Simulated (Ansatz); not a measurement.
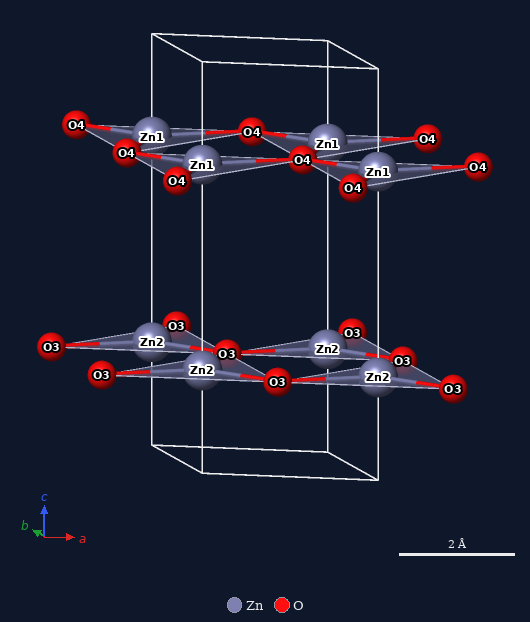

Figure 1. The structure as given in the input (polyhedral view of the cell of the calculation, seen slightly off an axis; polyhedra are completed across the faces of the cell; atoms are numbered from 1 in the order of the input).

## ZnO: a changed input and its effect

System: ZnO (P6₃/mmc, 4 atoms in the cell).
Method of run A: DFT PBEsol, scalar-relativistic, plane waves, PAW, no spin polarisation (Ansatz 0.2.0).

The structure derives from a Materials Project entry. Text and figures count atoms from 1; the logs count them from 0 in places.

### The input, run A
```yaml
crystal:
  lattice:
    - [3.1486231105, 0.0, 0.0]
    - [-1.5743115552, 2.7267876006, 0.0]
    - [0.0, 0.0, 7.2560797266]
  atoms:
    - { symbol: Zn, position: [0.0, 0.0, 0.75] }
    - { symbol: Zn, position: [0.0, 0.0, 0.25] }
    - { symbol: O, position: [0.33333333, 0.66666667, 0.25] }
    - { symbol: O, position: [0.66666667, 0.33333333, 0.75] }
basis:
  ecutwfc: 420
kpoints:
  mp_grid: { grid: [9, 9, 4] }
hamiltonian:
  xc: pbesol
scf:
  occupations: { method: gaussian, width: 0.02 }
output:
  forces: true
  stress: true
  eigenvalues: true
  populations: true
```

Hardware: 1 thread of an x86-64 CPU, shared host.

### Output, shortened to warnings, some set-up lines, iterations and results (run A)
```
Basis set: ecut = 420 eV, 1189 PW (Γ), exchange–correlation on 48×48×100 points (8 copies of the dense FFT grid, shifted against one another)
Symmetry: 24 space group operations
k-points: 36 of 324
Initial density: superposition of atomic densities (neutral atoms: chi_scale 0, normalization atom), corrected by the library's trained network
[...]
SCF iter   1: F=—  HF=-7683.028193 eV  |F-HF|=—  |Δ(HF+E_count)|=         —  Δρ=1.33e-2  dr2=9.71e-2  ethr=1.77e-3  ⟨swp⟩=6.1  Hψ=3569  notcnv=0
SCF iter   2: F=—  HF=-7683.005436 eV  |F-HF|=—  |Δ(HF+E_count)|=   2.28e-2  Δρ=2.58e-3  dr2=1.37e-3  ethr=2.70e-4  ⟨swp⟩=2.5  Hψ=1689  notcnv=0
SCF iter   3: F=—  HF=-7683.005308 eV  |F-HF|=—  |Δ(HF+E_count)|=   1.29e-4  Δρ=1.11e-3  dr2=4.21e-4  ethr=3.80e-6  ⟨swp⟩=2.1  Hψ=1559  notcnv=0
SCF iter   4: F=—  HF=-7683.005423 eV  |F-HF|=—  |Δ(HF+E_count)|=   1.15e-4  Δρ=5.73e-4  dr2=1.56e-4  ethr=1.17e-6  ⟨swp⟩=2.0  Hψ=1417  notcnv=0
SCF iter   5: F=—  HF=-7683.005357 eV  |F-HF|=—  |Δ(HF+E_count)|=   6.60e-5  Δρ=1.25e-4  dr2=1.81e-5  ethr=4.32e-7  ⟨swp⟩=2.0  Hψ=1368  notcnv=0
SCF iter   6: F=—  HF=-7683.005475 eV  |F-HF|=—  |Δ(HF+E_count)|=   1.17e-4  Δρ=2.96e-5  dr2=7.93e-7  ethr=5.03e-8  ⟨swp⟩=2.1  Hψ=1234  notcnv=0
SCF iter   7: F=—  HF=-7683.005475 eV  |F-HF|=—  |Δ(HF+E_count)|=   7.51e-7  Δρ=1.52e-5  dr2=1.01e-7  ethr=2.78e-10  ⟨swp⟩=5.1  Hψ=3483  notcnv=0
SCF iter   8: F=-7683.005475 eV  HF=-7683.005475 eV  |F-HF|=1.55e-9  |Δ(HF+E_count)|=   9.25e-8  Δρ=2.77e-6  dr2=4.86e-9  ethr=2.78e-10  ⟨swp⟩=4.4  Hψ=2938  notcnv=0
SCF 1 converged in 8 iterations: F = -7683.005475 eV  dr2 = 4.86e-9
SCF converged after 8 iterations
Free energy (F): -7683.005475 eV
Harris-Foulkes:  -7683.005475 eV  (|F-HF|=1.55e-9)
Internal energy: -7683.005475 eV  (E = F + TS)
E sigma→0 (E₀):  -7683.005475 eV
Fermi energy:    4.877624 eV
--- Per-component energies (eV) ---
  E_band       = -52.818069
  E_kinetic    = 612.633086
  E_local      = -4973.553321  (includes V_loc(G=0)·N_el)
  E_nonlocal   = 1334.830946
  E_hartree    = 2065.927769
  E_xc         = -415.690396
  E_vxc        = -290.136241  (∫ρ·V_xc dr)
  E_paw        = -3889.956881  (= ΣΔE_a)
  E_vpaw       = -868.449382  (= ΣTr[D̂ρ^β])
  E_aug_tail   = 0.004093  (compensation charges beyond the density's cutoff)
  E_ewald      = -2418.866057
  E_core_change = 1.665286  (= ΣΔE_core)
  E_smearing   = -0.000000  (= −TS)
  E_closure    = -0.000000  (closes the sum)
  Σ components = -7683.005475   (vs F -7683.005475, Δ=0.00e0)
--- Forces (eV/Å), atoms counted from 1 ---
  atom   1  Zn    -0.00000000    -0.00000000     0.00000000
  atom   2  Zn    -0.00000000     0.00000000     0.00000000
  atom   3  O      0.00000000    -0.00000000     0.00000000
  atom   4  O     -0.00000000     0.00000000     0.00000000
  max |Σ_I F_I| component: 1.11e-16 eV/Å
--- Stress (GPa, compression-positive) ---
       13.917033       0.000000       0.000000
        0.000000      13.917033       0.000000
        0.000000       0.000000      -0.740258
  P = ⅓ Tr σ = 9.0313 GPa (90.313 kbar)
--- Löwdin populations: 4 sites ---
  site symbol       q [e]
     0     Zn     10.5443
     1     Zn     10.5443
     2      O      7.2759
     3      O      7.2759
  spilling = 0.009989 (of n_electrons = 36.000000)
```

The input of run B differs as follows (lines with − go, lines with + come):
```diff
-    - [3.1486231105, 0.0, 0.0]
-    - [-1.5743115552, 2.7267876006, 0.0]
-    - [0.0, 0.0, 7.2560797266]
+    - [3.2562711553, 0.0, 0.0]
+    - [-1.6281355776, 2.820013542, 0.0]
+    - [0.0, 0.0, 7.7034436169]
-  populations: true
```

Predict how the results change.

With the same functional and potentials, run B lies 30.0 meV per atom lower. The gap on the mesh goes from 0.77 to 0.87 eV. The pressure goes from 9.03 to −1.84 GPa. The volume per atom goes from 15.57 to 17.68 Å³. The number of SCF iterations is the same. The plane waves at Γ go from 1189 to 1369.

### Output, shortened to warnings, some set-up lines, iterations and results (run B)
```
Basis set: ecut = 420 eV, 1369 PW (Γ), exchange–correlation on 48×48×108 points (8 copies of the dense FFT grid, shifted against one another)
Symmetry: 24 space group operations
k-points: 36 of 324
Initial density: superposition of atomic densities (neutral atoms: chi_scale 0, normalization atom), corrected by the library's trained network
[...]
SCF iter   1: F=—  HF=-7683.145680 eV  |F-HF|=—  |Δ(HF+E_count)|=         —  Δρ=1.25e-2  dr2=9.28e-2  ethr=1.77e-3  ⟨swp⟩=6.0  Hψ=3496  notcnv=0
SCF iter   2: F=—  HF=-7683.125387 eV  |F-HF|=—  |Δ(HF+E_count)|=   2.03e-2  Δρ=2.91e-3  dr2=2.36e-3  ethr=2.58e-4  ⟨swp⟩=2.3  Hψ=1608  notcnv=0
SCF iter   3: F=—  HF=-7683.125165 eV  |F-HF|=—  |Δ(HF+E_count)|=   2.22e-4  Δρ=1.13e-3  dr2=3.47e-4  ethr=6.54e-6  ⟨swp⟩=2.1  Hψ=1554  notcnv=0
SCF iter   4: F=—  HF=-7683.125396 eV  |F-HF|=—  |Δ(HF+E_count)|=   2.31e-4  Δρ=4.46e-4  dr2=1.15e-4  ethr=9.64e-7  ⟨swp⟩=2.0  Hψ=1485  notcnv=0
SCF iter   5: F=—  HF=-7683.125382 eV  |F-HF|=—  |Δ(HF+E_count)|=   1.36e-5  Δρ=1.18e-4  dr2=1.92e-5  ethr=3.21e-7  ⟨swp⟩=2.0  Hψ=1365  notcnv=0
SCF iter   6: F=—  HF=-7683.125431 eV  |F-HF|=—  |Δ(HF+E_count)|=   4.84e-5  Δρ=2.95e-5  dr2=8.40e-7  ethr=5.34e-8  ⟨swp⟩=2.0  Hψ=1227  notcnv=0
SCF iter   7: F=—  HF=-7683.125431 eV  |F-HF|=—  |Δ(HF+E_count)|=   7.97e-7  Δρ=1.52e-5  dr2=1.34e-7  ethr=2.78e-10  ⟨swp⟩=5.8  Hψ=3547  notcnv=0
SCF iter   8: F=-7683.125431 eV  HF=-7683.125431 eV  |F-HF|=3.93e-9  |Δ(HF+E_count)|=   8.87e-8  Δρ=2.15e-6  dr2=3.41e-9  ethr=2.78e-10  ⟨swp⟩=4.5  Hψ=3012  notcnv=0
SCF 1 converged in 8 iterations: F = -7683.125431 eV  dr2 = 3.41e-9
SCF converged after 8 iterations
Free energy (F): -7683.125431 eV
Harris-Foulkes:  -7683.125431 eV  (|F-HF|=3.93e-9)
Internal energy: -7683.125431 eV  (E = F + TS)
E sigma→0 (E₀):  -7683.125431 eV
Fermi energy:    3.449549 eV
--- Per-component energies (eV) ---
  E_band       = -90.365744
  E_kinetic    = 607.646917
  E_local      = -5198.838853  (includes V_loc(G=0)·N_el)
  E_nonlocal   = 1334.853556
  E_hartree    = 2162.219959
  E_xc         = -413.481956
  E_vxc        = -287.246359  (∫ρ·V_xc dr)
  E_paw        = -3891.173005  (= ΣΔE_a)
  E_vpaw       = -871.224274  (= ΣTr[D̂ρ^β])
  E_aug_tail   = 0.004211  (compensation charges beyond the density's cutoff)
  E_ewald      = -2286.021546
  E_core_change = 1.665286  (= ΣΔE_core)
  E_smearing   = -0.000000  (= −TS)
  E_closure    = -0.000000  (closes the sum)
  Σ components = -7683.125431   (vs F -7683.125431, Δ=0.00e0)
--- Forces (eV/Å), atoms counted from 1 ---
  atom   1  Zn     0.00000000    -0.00000000     0.00000000
  atom   2  Zn     0.00000000     0.00000000     0.00000000
  atom   3  O      0.00000000     0.00000000     0.00000000
  atom   4  O     -0.00000000     0.00000000     0.00000000
  max |Σ_I F_I| component: 3.70e-17 eV/Å
--- Stress (GPa, compression-positive) ---
       -2.449473      -0.000000       0.000000
        0.000000      -2.449473       0.000000
        0.000000       0.000000      -0.612799
  P = ⅓ Tr σ = -1.8372 GPa (-18.372 kbar)
```

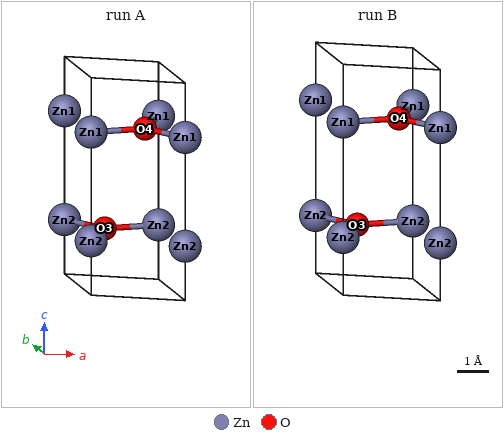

Figure 2. The two input geometries at one scale (ball-and-stick view of the cell of the calculation, seen slightly off an axis). The atoms keep their places relative to the cell (all moves are under 0.005 Å). Cell: a = b 3.149 → 3.256 Å (+3.4 %), c 7.256 → 7.703 Å (+6.2 %). Volume +13.5 %. Among the contacts that change: Zn1–O4 1.818 → 1.880 Å.

### The two runs side by side

| quantity | run A | run B |
| --- | --- | --- |
| outcome | converged | converged |
| free energy per atom (eV) | −1920.7514 | −1920.7814 |
| gap on the mesh (eV) | 0.77 | 0.87 |
| pressure (GPa) | 9.03 | −1.84 |
| volume per atom (Å³) | 15.57 | 17.68 |
| largest force (eV/Å) | 0.000 | 0.000 |
| SCF iterations | 8 | 8 |
| irreducible k-points | 36 | 36 |
| plane waves at Γ | 1189 | 1369 |
| wall time (shared host) | 2.1 s | 2.1 s |
